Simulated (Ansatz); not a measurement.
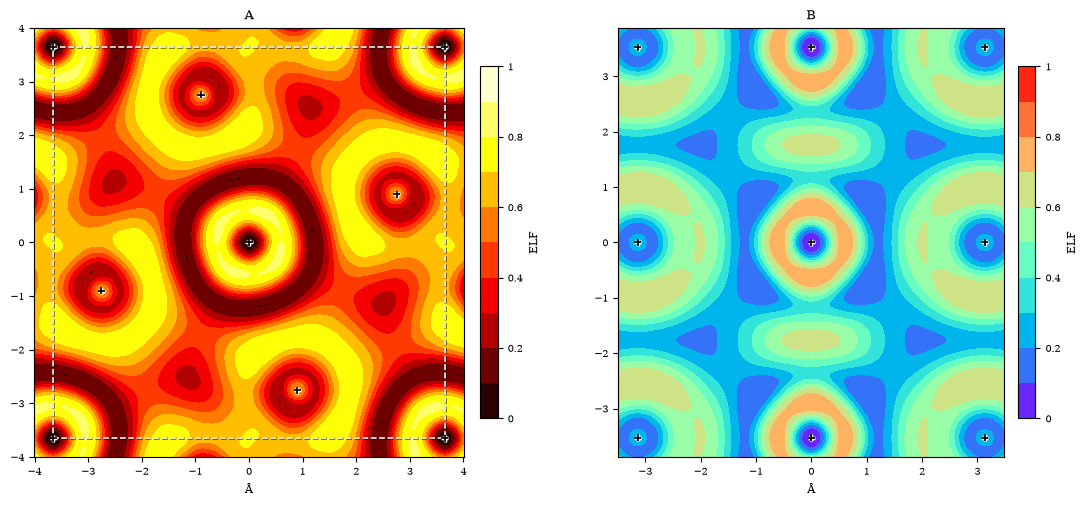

The ELF of 2 systems, each on a plane through atoms (crosses mark nuclei in the plane).

Theory: Ansatz 0.2.0, DFT r2SCAN, scalar-relativistic, plane waves, PAW.

System 1: Zr₃Si₂, the (001) plane of the conventional cell. Space group P4/mbm; a structure from a database of computed crystals, not necessarily the ambient phase; changed on purpose from its base cell (volume × 1.10, shape and atoms relaxed); computed pressure about −11 GPa in this cell.

```
CELL_PARAMETERS angstrom
7.30538 0.00000 0.00000
0.00000 7.30538 0.00000
0.00000 0.00000 3.85886
ATOMIC_POSITIONS crystal
Zr 0.17243 0.67243 0.50000
Zr 0.82757 0.32757 0.50000
Zr 0.32757 0.17243 0.50000
Zr 0.67243 0.82757 0.50000
Zr 0.00000 0.00000 0.00000
Zr 0.50000 0.50000 0.00000
Si 0.62275 0.12275 0.00000
Si 0.37725 0.87725 0.00000
Si 0.87725 0.62275 0.00000
Si 0.12275 0.37725 0.00000
```

System 2: TaAs, the (010) plane of the conventional cell. Space group P6/mmm.

### Which map belongs to which system?

Panel A is system 1, Zr₃Si₂: the plane holds Zr and Si. Zr–Si (2.90 Å): the ELF peaks at about 0.75 in the valence shell of Si, 0.9 Å from its nucleus, and is about 0.30 at the midpoint. Panel B is system 2, TaAs: the plane holds Ta and As.
